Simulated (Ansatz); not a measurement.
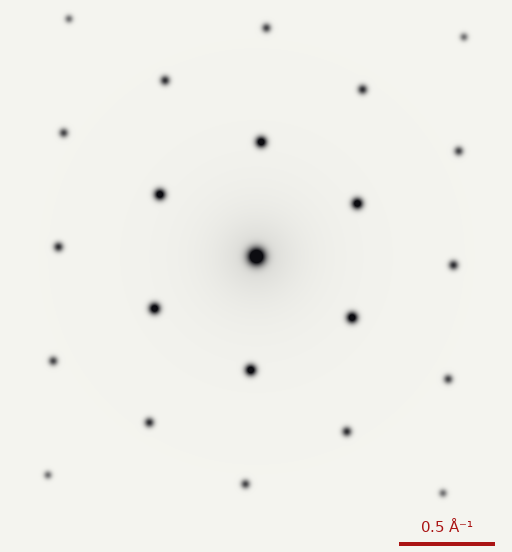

The pattern is a kinematic simulation for 300 kV electrons (no multiple scattering; isotropic B = 0.3 Å²).

Candidate phases (model or computed cells):
A. Ni, space group Fd-3m (No. 227), a = 5.143 Å
B. Ni, space group P6/mmm (No. 191), a = 4.06 Å, c = 2.44 Å (hexagonal axes)
C. Ru, space group Fd-3m (No. 227), a = 5.413 Å
D. Ni, space group Pm-3m (No. 221), a = 2.35 Å

Which candidate gives this pattern, and along which zone?

Answer. Candidate D (Ni), along [111] or an equivalent direction. The spots form a hexagonal net with both shortest vectors at d = 1.66 Å, 60.0° apart. They index as -1 1 0 and -1 0 1; no zone of the other candidates with indices up to 3 has this net.
